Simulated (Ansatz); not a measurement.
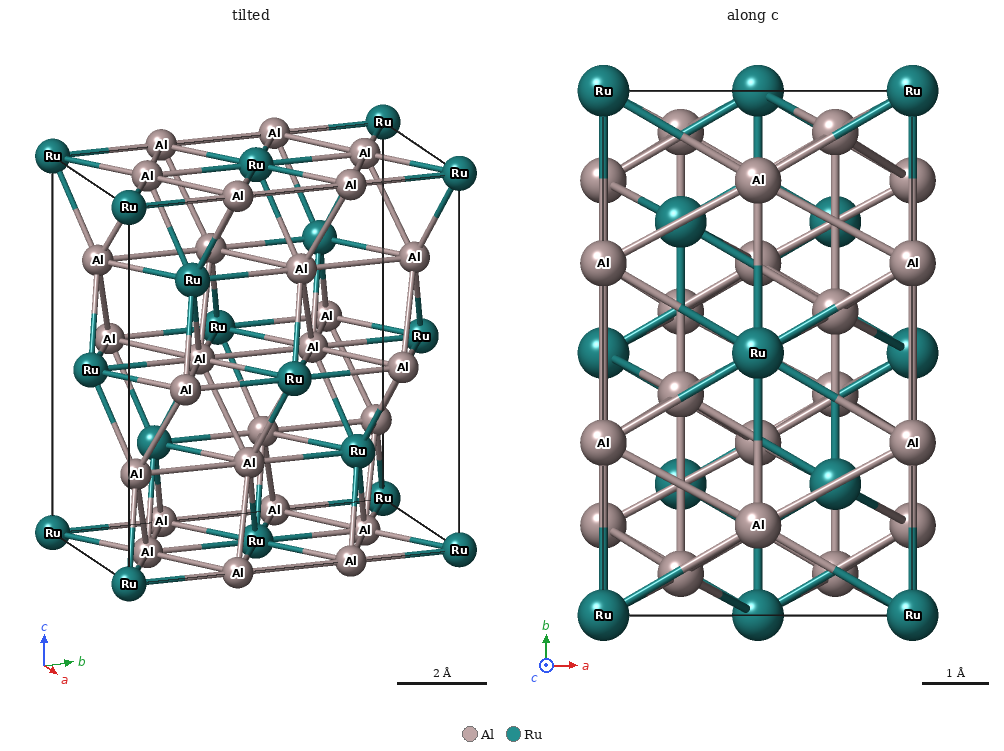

Crystal structure, ball-and-stick style, seen slightly off an axis and along the c axis. The outline marks the conventional unit cell. Cell: a = 4.70 Å, b = 7.98 Å, c = 8.77 Å, α = 90.00°, β = 90.00°, γ = 90.00°.

Provenance: a structure listed in the Materials Project. Earlier steps of the study may have refined or changed the cell and positions. It went into a calculation with Ansatz.

Question: Explain the picture.

Answer: The material is Al2Ru. The symmetry is that of Fddd (No. 70), on a face-centred orthorhombic lattice. Counting shared atoms by their share gives 16 Al, 8 Ru, or 24 atoms. Every Al atom has five Al and five Ru (about 2.6 to 2.7 Å to Al, 2.6 to 2.7 Å to Ru) as neighbours. The coordination shell of Ru holds ten Al at about 2.6 to 2.7 Å. Not all metal-metal contacts are counted. The bonds build a three-dimensional framework.

The calculation used DFT PBEsol, scalar-relativistic, plane waves, PAW in Ansatz 0.2.0, with plane-wave cutoff 420 eV, k-points about 0.17 Å⁻¹ apart, Gaussian smearing of 0.01 eV, no spin polarisation.

Question: How large a gap does the method give, if there is one?

Answer: A semiconductor at this level, with a gap of 0.08 eV, indirect.

Question: What does a Bader analysis give?

Answer: Al +1.57 e; Ru -3.14 e.

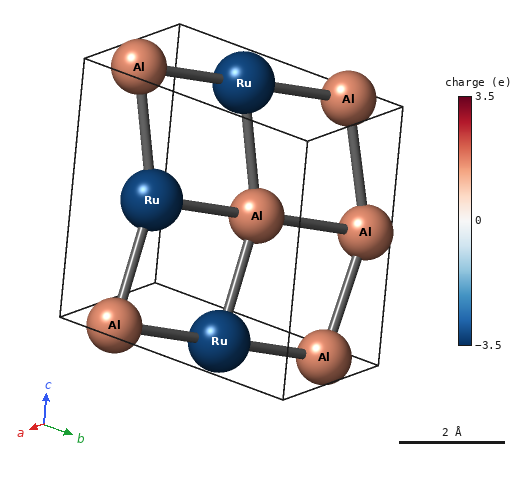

The atoms coloured by those charges. The run's cell of 6 atoms is drawn in a reduced setting, so axes and origin can differ from the first picture.

Question: Does this geometry sit at a stationary point of the energy?

Answer: Yes. All forces vanish to within 0.01 eV/Å. The pressure is 0.0 GPa, close to zero.
